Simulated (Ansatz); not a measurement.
**SnGe2: geometry relaxation (part 2 of 2)**

The same run, continued: SnGe2 (P1, 12 atoms in the cell); DFT PBE, scalar-relativistic, plane waves, PAW, no spin polarisation (Ansatz 0.2.0); cutoff 420 eV, 6×4×2 k-mesh, Gaussian smearing of 0.2 eV. The structure was made by a generator, so it may or may not be a known phase.

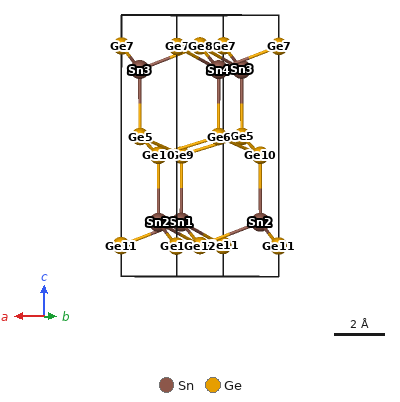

*The geometry at step 4 of the log (ball-and-stick view of the cell of the calculation, seen at an oblique angle; atoms are numbered from 1 in the order of the input).*

**Output, continued**
```
--- Forces (eV/Å), atoms counted from 1 ---
  atom   1  Sn    -0.01004985     0.00404306    -0.00976989
  atom   2  Sn    -0.00639322     0.00033124    -0.01066373
  atom   3  Sn     0.00636247    -0.00224242     0.01189254
  atom   4  Sn     0.00942691    -0.00220429     0.01008210
  atom   5  Ge    -0.00423827    -0.00072638     0.00293939
  atom   6  Ge    -0.00654287     0.00014208    -0.00130182
  atom   7  Ge    -0.00450553     0.00375313    -0.00853583
  atom   8  Ge    -0.00827577     0.00225305    -0.00828721
  atom   9  Ge     0.00715519    -0.00080946    -0.00200008
  atom  10  Ge     0.00519049    -0.00055417     0.00058839
  atom  11  Ge     0.00380126    -0.00254124     0.00892944
  atom  12  Ge     0.00806938    -0.00144471     0.00612702
  max |Σ_I F_I| component: 3.12e-7 eV/Å
--- Stress (GPa, compression-positive) ---
       -0.028988      -0.009463      -0.011655
       -0.009463      -0.026798       0.003083
       -0.011655       0.003083      -0.031297
  P = ⅓ Tr σ = -0.0290 GPa (-0.290 kbar)
--- Band table (eV; the first three rows and the last of 28) ---
  k-point 0: bands = ["-17.3173", "-17.3015", "-17.3000", "-17.2986", "-17.2753", "-17.2588", "-17.2581", "-17.2406", "-17.2389", "-17.2294", "-17.2037", "-17.1841", "-17.1813", "-17.1593", "-17.1566", "-17.1548", "-17.1391", "-17.1386", "-17.1379", "-17.1165", "-17.1034", "-17.1027", "-17.0314", "-17.0307", "-17.0297", "-17.0286", "-16.9987", "-16.9981", "-16.9972", "-16.9968", "-16.9849", "-16.9846", "-16.9839", "-16.9826", "-16.9491", "-16.9482", "-16.9477", "-16.9453", "-16.8980", "-16.8975", "-13.9470", "-13.9450", "-13.9355", "-13.9344", "-13.9302", "-13.9302", "-13.9292", "-13.9291", "-13.9190", "-13.9184", "-13.9173", "-13.9161", "-13.9026", "-13.9024", "-13.8973", "-13.8967", "-13.8959", "-13.8952", "-13.8945", "-13.8940", "-4.0408", "-3.1982", "-2.6585", "-2.2471", "-2.1521", "-0.6954", "-0.5989", "0.8651", "0.8813", "1.7766", "1.9973", "4.6394", "4.8349", "4.8859", "4.9478", "5.6264", "6.0661", "6.1473", "6.3034", "6.3383", "6.5853", "6.6208", "7.4880", "7.6593", "7.7043", "7.7073", "7.9000", "8.1708", "8.3200", "8.6694", "9.1305", "9.8614", "9.8654", "9.9475", "10.8343", "11.0116", "11.0224", "11.0281", "11.0947", "11.1016", "12.0000"]
  k-point 1: bands = ["-17.3173", "-17.3015", "-17.3000", "-17.2986", "-17.2753", "-17.2588", "-17.2581", "-17.2406", "-17.2389", "-17.2294", "-17.2037", "-17.1841", "-17.1813", "-17.1593", "-17.1567", "-17.1548", "-17.1391", "-17.1386", "-17.1379", "-17.1165", "-17.1034", "-17.1027", "-17.0314", "-17.0307", "-17.0297", "-17.0286", "-16.9987", "-16.9981", "-16.9972", "-16.9968", "-16.9849", "-16.9846", "-16.9839", "-16.9826", "-16.9491", "-16.9482", "-16.9477", "-16.9453", "-16.8980", "-16.8975", "-13.9470", "-13.9450", "-13.9351", "-13.9348", "-13.9303", "-13.9302", "-13.9292", "-13.9291", "-13.9194", "-13.9181", "-13.9172", "-13.9162", "-13.9026", "-13.9024", "-13.8973", "-13.8968", "-13.8958", "-13.8953", "-13.8944", "-13.8941", "-3.7910", "-3.7352", "-2.3394", "-2.2022", "-1.9413", "-1.2520", "0.0629", "0.6334", "0.7501", "0.8006", "4.1008", "4.3046", "4.3750", "4.5455", "5.0150", "5.2079", "6.2093", "6.2446", "6.2892", "6.3681", "6.8305", "6.8642", "6.9654", "7.3002", "7.4134", "7.4575", "7.9082", "8.4815", "8.6536", "8.6598", "9.9197", "9.9771", "10.2804", "10.2833", "10.7119", "10.7210", "10.7912", "10.9943", "11.0614", "11.0710", "11.0760"]
  k-point 2: bands = ["-17.3156", "-17.3041", "-17.3030", "-17.3027", "-17.2694", "-17.2565", "-17.2520", "-17.2409", "-17.2382", "-17.2323", "-17.2012", "-17.1866", "-17.1791", "-17.1652", "-17.1626", "-17.1620", "-17.1342", "-17.1339", "-17.1327", "-17.1185", "-17.1033", "-17.1027", "-17.0313", "-17.0308", "-17.0296", "-17.0288", "-16.9985", "-16.9979", "-16.9974", "-16.9969", "-16.9848", "-16.9843", "-16.9841", "-16.9829", "-16.9489", "-16.9483", "-16.9473", "-16.9456", "-16.8980", "-16.8975", "-13.9453", "-13.9435", "-13.9372", "-13.9361", "-13.9286", "-13.9280", "-13.9273", "-13.9269", "-13.9205", "-13.9198", "-13.9187", "-13.9176", "-13.9020", "-13.9017", "-13.8982", "-13.8977", "-13.8960", "-13.8954", "-13.8951", "-13.8946", "-3.8968", "-3.0627", "-2.8379", "-2.5083", "-2.1938", "-1.4203", "0.2400", "0.9189", "1.6681", "1.9308", "1.9546", "4.2406", "4.7664", "4.8152", "4.9784", "5.4331", "5.5892", "5.7553", "5.8055", "5.9387", "6.2211", "6.4786", "7.1768", "7.2734", "7.9167", "8.2004", "8.6881", "8.7614", "8.9338", "8.9681", "9.2117", "9.8863", "10.3688", "10.3843", "10.5281", "10.7888", "11.1742", "11.2164", "11.4452", "11.8036", "11.8822"]
  k-point 27: bands = ["-17.3185", "-17.3184", "-17.3014", "-17.3010", "-17.2758", "-17.2757", "-17.2394", "-17.2394", "-17.2304", "-17.2303", "-17.1833", "-17.1833", "-17.1822", "-17.1822", "-17.1593", "-17.1593", "-17.1371", "-17.1369", "-17.1154", "-17.1153", "-17.1035", "-17.1030", "-17.0306", "-17.0302", "-17.0293", "-17.0288", "-16.9977", "-16.9973", "-16.9970", "-16.9966", "-16.9839", "-16.9839", "-16.9830", "-16.9829", "-16.9475", "-16.9474", "-16.9461", "-16.9459", "-16.8982", "-16.8979", "-13.9471", "-13.9470", "-13.9452", "-13.9451", "-13.9190", "-13.9189", "-13.9180", "-13.9179", "-13.9175", "-13.9173", "-13.9169", "-13.9168", "-13.9013", "-13.9012", "-13.9010", "-13.9009", "-13.8952", "-13.8951", "-13.8949", "-13.8948", "-2.3505", "-2.3485", "-1.9521", "-1.9509", "-1.2598", "-1.2595", "0.0552", "0.0569", "0.7293", "0.7351", "0.7889", "0.7926", "4.2925", "4.2943", "4.3694", "4.3727", "5.0473", "5.0502", "5.2418", "5.2449", "6.2905", "6.2916", "6.4032", "6.4063", "7.3407", "7.3452", "8.5221", "8.5274", "8.7014", "8.7056", "9.8950", "9.8965", "9.9670", "9.9729", "11.0150", "11.0166", "11.0747", "11.0764", "13.2886", "13.2924", "13.8912"]
--- Relaxed structure (5 steps of the walk, 5 accepted, 1 SCFs on fresh bases) ---
  F+E_penalty+E_count = -58456.13403627 eV   max|allowed force component| = 1.189e-2 eV/Å   (the final SCF, on the basis selected at the relaxed cell)
  cell:  # Å, volume = 337.2614 Å³
    - [4.306328032455531, -0.0003384688400749052, 0.0001743327795839366]
    - [-0.000571367267222102, 7.4285637255520465, -0.00046485611368468627]
    - [0.0003774902351686843, -0.0007423829202293508, 10.542770126914279]
  atoms:
    - { symbol: Sn, position: [0.5011420698779271, 0.1665427047164616, 0.20860515087890974] }
    - { symbol: Sn, position: [0.9999465098803658, 0.6667413726961201, 0.208529728959989] }
    - { symbol: Sn, position: [1.0001174259433925, 0.33332068288903505, 0.7913488755728765] }
    - { symbol: Sn, position: [0.4990889409123686, 0.8331913767765624, 0.7915046124062334] }
    - { symbol: Ge, position: [0.9997580350804517, 0.3331832633620451, 0.5355627192063614] }
    - { symbol: Ge, position: [0.5001102098687684, 0.833076607637179, 0.5357458848403011] }
    - { symbol: Ge, position: [-0.0006563096515905681, -0.0007768633452100916, 0.8820363539738967] }
    - { symbol: Ge, position: [0.5003382691833079, 0.4991124414331301, 0.8821739847223381] }
    - { symbol: Ge, position: [0.4995887442698028, 0.1670276309834422, 0.4643849726276923] }
    - { symbol: Ge, position: [0.99992601740458, 0.6671545524851465, 0.46429211807699394] }
    - { symbol: Ge, position: [0.000902608241522641, 0.000775213408385665, 0.11781981783768078] }
    - { symbol: Ge, position: [0.49973747908910415, 0.5006510168577039, 0.1179957808967283] }
```

**Trajectory as extended XYZ (Å, eV, eV/Å), 6 frames, from step=1 to step=6**
```
12
Lattice="4.2807 0.0022 -0.0055 0.0038 7.4853 0.1343 -0.0136 0.1905 10.8732" Properties=species:S:1:pos:R:3:forces:R:3 step=1 energy=-58453.35070 pressure_GPa=1.43
Sn    2.2329    1.2483    2.1986   -0.6967   0.5626   0.5698
Sn    4.1360    5.2603    2.0859    1.1345  -0.7120   1.7718
Sn    4.4146    2.7032    8.7823   -0.6575  -0.5733  -1.2862
Sn    2.0144    6.0997    8.8560    0.5522   1.7072  -0.3877
Ge    4.5060    2.5357    5.6645   -2.8171   1.7008   1.3185
Ge    2.2942    6.2509    6.0562   -3.7905   1.5723   1.3914
Ge   -0.0179    0.1833    9.6164   -0.4636  -0.6751  -0.9694
Ge    2.1848    3.7724    9.8908    0.7147  -0.3357   0.0886
Ge    1.9027    1.1915    4.9371    2.7981  -1.0456  -0.3172
Ge    4.0729    5.3273    5.1835    3.8154  -2.2288  -2.1761
Ge    0.0225    0.1425    1.1386    0.6106   0.6725  -0.0210
Ge    2.1395    3.8700    1.4618   -1.2000  -0.6449   0.0176
12
Lattice="4.2617 0.0123 -0.0004 0.0215 7.4707 0.0970 -0.0001 0.1389 10.7093" Properties=species:S:1:pos:R:3:forces:R:3 step=2 energy=-58455.50917 pressure_GPa=-0.08
Sn    2.1808    1.2884    2.2200   -0.0622   0.0455   0.1833
Sn    4.1974    5.1964    2.2081    0.0384  -0.1188   0.5969
Sn    4.3753    2.6087    8.5021   -0.0879  -0.1048  -0.3725
Sn    2.1002    6.1909    8.6677    0.0813   0.0973  -0.1644
Ge    4.3773    2.5612    5.6562   -1.4208   0.5758   0.4007
Ge    2.2214    6.2202    5.9284   -1.5237   0.6456   0.1724
Ge   -0.0534    0.0847    9.3972    0.0361   0.0476  -0.3141
Ge    2.2276    3.7204    9.6913    0.0040   0.1191  -0.4411
Ge    2.0126    1.2095    4.9201    1.4106  -0.1331   0.2558
Ge    4.1694    5.2153    4.9857    1.5616  -1.0576  -0.4245
Ge    0.0516    0.1520    1.1199   -0.0458  -0.0270   0.1927
Ge    2.0785    3.8253    1.4416    0.0084  -0.0896  -0.0852
12
Lattice="4.3112 0.0201 0.0371 0.0363 7.4583 -0.0453 0.0949 -0.0639 10.4716" Properties=species:S:1:pos:R:3:forces:R:3 step=3 energy=-58455.99313 pressure_GPa=0.03
Sn    2.1860    1.2257    2.2232    0.0240   0.0264  -0.0627
Sn    4.3265    5.0341    2.1821    0.0725  -0.0937   0.1404
Sn    4.4436    2.4560    8.2738   -0.1143   0.0554  -0.0407
Sn    2.2428    6.1314    8.2825   -0.0150   0.0272  -0.0338
Ge    4.3908    2.4649    5.5324   -0.4493   0.2701   0.6282
Ge    2.2740    6.1688    5.5601   -0.6379   0.2512   0.5661
Ge    0.0408   -0.0475    9.1990    0.0709  -0.0630  -0.1258
Ge    2.2703    3.6489    9.2811    0.0765   0.0017  -0.1614
Ge    2.1776    1.2134    4.9254    0.4695  -0.1924  -0.4187
Ge    4.3531    5.0028    4.9112    0.6185  -0.3296  -0.6062
Ge    0.0392    0.0213    1.1944   -0.0506   0.0350   0.1579
Ge    2.1850    3.7289    1.2973   -0.0649   0.0117  -0.0431
12
Lattice="4.3103 0.0089 -0.0020 0.0155 7.4419 0.0019 -0.0048 0.0033 10.5297" Properties=species:S:1:pos:R:3:forces:R:3 step=4 energy=-58456.13388 pressure_GPa=-0.09
Sn    2.1658    1.2438    2.1871   -0.0035   0.0000   0.0277
Sn    4.3128    4.9740    2.1883    0.0114  -0.0046   0.0330
Sn    4.3193    2.4903    8.3381   -0.0152   0.0088  -0.0321
Sn    2.1590    6.2018    8.3445    0.0039   0.0139  -0.0369
Ge    4.3072    2.4929    5.6380    0.0095  -0.0025  -0.0073
Ge    2.1649    6.2091    5.6473   -0.0068  -0.0131  -0.0295
Ge   -0.0123   -0.0048    9.2813    0.0059   0.0014   0.0244
Ge    2.1618    3.7192    9.2912    0.0060  -0.0148   0.0052
Ge    2.1523    1.2493    4.8862   -0.0003   0.0073   0.0162
Ge    4.3185    4.9790    4.8864    0.0031   0.0001   0.0205
Ge    0.0118    0.0050    1.2380   -0.0110   0.0141  -0.0062
Ge    2.1597    3.7319    1.2477   -0.0029  -0.0107  -0.0150
12
Lattice="4.3063 -0.0003 0.0002 -0.0006 7.4286 -0.0005 0.0004 -0.0007 10.5428" Properties=species:S:1:pos:R:3:forces:R:3 step=5 energy=-58456.13566 pressure_GPa=-0.03
Sn    2.1581    1.2368    2.1993   -0.0100   0.0040  -0.0097
Sn    4.3058    4.9524    2.1983   -0.0064   0.0003  -0.0106
Sn    4.3069    2.4752    8.3430    0.0064  -0.0022   0.0118
Sn    2.1491    6.1887    8.3444    0.0094  -0.0022   0.0100
Ge    4.3053    2.4743    5.6463   -0.0042  -0.0007   0.0030
Ge    2.1534    6.1880    5.6479   -0.0065   0.0002  -0.0012
Ge   -0.0025   -0.0064    9.2991   -0.0045   0.0037  -0.0086
Ge    2.1547    3.7069    9.3004   -0.0083   0.0022  -0.0084
Ge    2.1515    1.2403    4.8959    0.0072  -0.0008  -0.0021
Ge    4.3058    4.9553    4.8948    0.0052  -0.0006   0.0005
Ge    0.0039    0.0057    1.2421    0.0038  -0.0025   0.0090
Ge    2.1518    3.7189    1.2439    0.0081  -0.0014   0.0062
12
Lattice="4.3063 -0.0003 0.0002 -0.0006 7.4286 -0.0005 0.0004 -0.0007 10.5428" Properties=species:S:1:pos:R:3:forces:R:3 step=6 energy=-58456.13404 pressure_GPa=-0.03
Sn    2.1581    1.2368    2.1993   -0.0100   0.0040  -0.0098
Sn    4.3058    4.9524    2.1983   -0.0064   0.0003  -0.0107
Sn    4.3069    2.4752    8.3430    0.0064  -0.0022   0.0119
Sn    2.1491    6.1887    8.3444    0.0094  -0.0022   0.0101
Ge    4.3053    2.4743    5.6463   -0.0042  -0.0007   0.0029
Ge    2.1534    6.1880    5.6479   -0.0065   0.0001  -0.0013
Ge   -0.0025   -0.0064    9.2991   -0.0045   0.0038  -0.0085
Ge    2.1547    3.7069    9.3004   -0.0083   0.0023  -0.0083
Ge    2.1515    1.2403    4.8959    0.0072  -0.0008  -0.0020
Ge    4.3058    4.9553    4.8948    0.0052  -0.0006   0.0006
Ge    0.0039    0.0057    1.2421    0.0038  -0.0025   0.0089
Ge    2.1518    3.7189    1.2439    0.0081  -0.0014   0.0061
```

This output came from the following input.

**Input file**
```yaml
crystal:
  lattice:
    - [4.2807379744, 0.0022123032, -0.0055476904]
    - [0.0038318215, 7.4853202383, 0.1342715868]
    - [-0.0136322202, 0.1904924949, 10.8732136104]
  atoms:
    - { symbol: Sn, position: [0.5221048057, 0.1615090191, 0.2004759001] }
    - { symbol: Sn, position: [0.9661380679, 0.6977926879, 0.1837125634] }
    - { symbol: Sn, position: [1.033530583, 0.3403612172, 0.8040265637] }
    - { symbol: Sn, position: [0.4724317351, 0.7942691853, 0.8049116914] }
    - { symbol: Ge, position: [1.0539713155, 0.3252723532, 0.5174839711] }
    - { symbol: Ge, position: [0.5369414481, 0.8209992614, 0.5471192495] }
    - { symbol: Ge, position: [-0.0013646463, 0.0019846382, 0.8843884165] }
    - { symbol: Ge, position: [0.5128285504, 0.4808131489, 0.9039694354] }
    - { symbol: Ge, position: [0.4457856127, 0.1475328915, 0.4524690795] }
    - { symbol: Ge, position: [0.9523103433, 0.6994913125, 0.4685697126] }
    - { symbol: Ge, position: [0.0055814136, 0.016377018, 0.1045194886] }
    - { symbol: Ge, position: [0.4997407711, 0.5135972667, 0.1283539282] }
basis:
  ecutwfc: 420
kpoints:
  mp_grid: { grid: [6, 4, 2] }
hamiltonian:
  xc: pbe
scf:
  occupations: { method: gaussian, width: 0.2 }
  lower_state_search: "off"
output:
  forces: true
  stress: true
  eigenvalues: true
relax:
  adjacent_minimum: "off"
  f_tol: 0.025
  max_steps: 60
  cell: { stress_tol: 0.25 }
```

Launch command:
```bash
ansatz run input.yaml --threads 4 --pin off --max-ram 8192MiB --backend cpu --events-out ev --progress --plain --runs-dir out
```

**Results in brief**

```json
{"quantity": "outcome", "value": "converged"}
{"quantity": "space group (tolerance 0.01 Å)", "value": "P1 (1) → P2₁/c (14)"}
{"quantity": "electrons treated", "value": "168"}
{"quantity": "free energy", "value": "−58456.1340 eV"}
{"quantity": "Fermi energy", "value": "7.456 eV"}
{"quantity": "gap on the k-point mesh", "value": "none (metallic)"}
{"quantity": "pressure", "value": "−0.03 GPa"}
{"quantity": "final volume", "value": "337.26 Å³"}
{"quantity": "largest force (length of the vector) at the end", "value": "0.015 eV/Å"}
{"quantity": "final cell", "value": "a = 4.306 Å, b = 7.429 Å, c = 10.543 Å, α = 90.01°, β = 90.00°, γ = 90.01°"}
{"quantity": "hardware", "value": "4 threads of Intel Xeon @ 2.50GHz (Skylake/Cascade Lake), 176 GiB of memory available, shared host"}
{"quantity": "wall time", "value": "2.8 min (CPU time 11 min)"}
{"quantity": "peak memory", "value": "1.5 GiB"}
```
